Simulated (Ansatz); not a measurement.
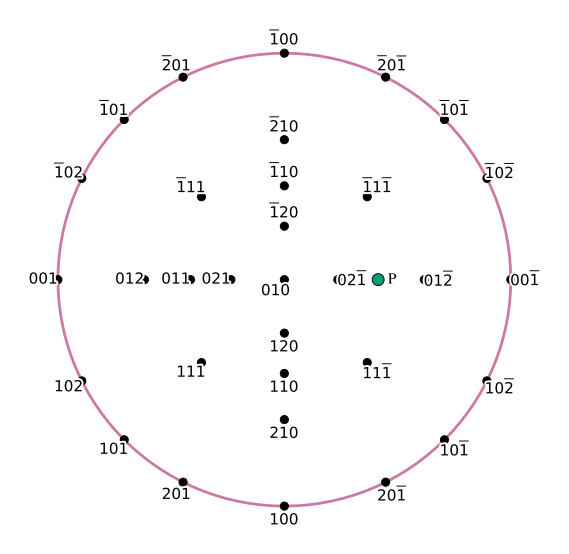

Crystal: Pd, the end point of a relaxation with DFT r2SCAN, scalar-relativistic, plane waves, PAW in Ansatz 0.2.0; the starting structure was generated, so it need not be a known form of this composition. Stereographic projection of plane normals (upper hemisphere) centred on (0 1 0). All values are computed from the atomic coordinates in the standard setting (tolerance 0.002 Å).

a = 3.908 Å, b = 3.908 Å, c = 3.908 Å, α = 90.00°, β = 90.00°, γ = 90.00°.

**Index the pole marked P.**

P is (0 1 −1), 45.0° from the centre.

**Which zone does the coloured great circle trace?**

The zone [0 1 0]: its poles satisfy k = 0.

**What is the angle between the normals of (−1 2 0) and (−2 0 1), and what are their d_hkl = 1/|g|?**

66.4°; d = 1.748 Å and 1.748 Å.
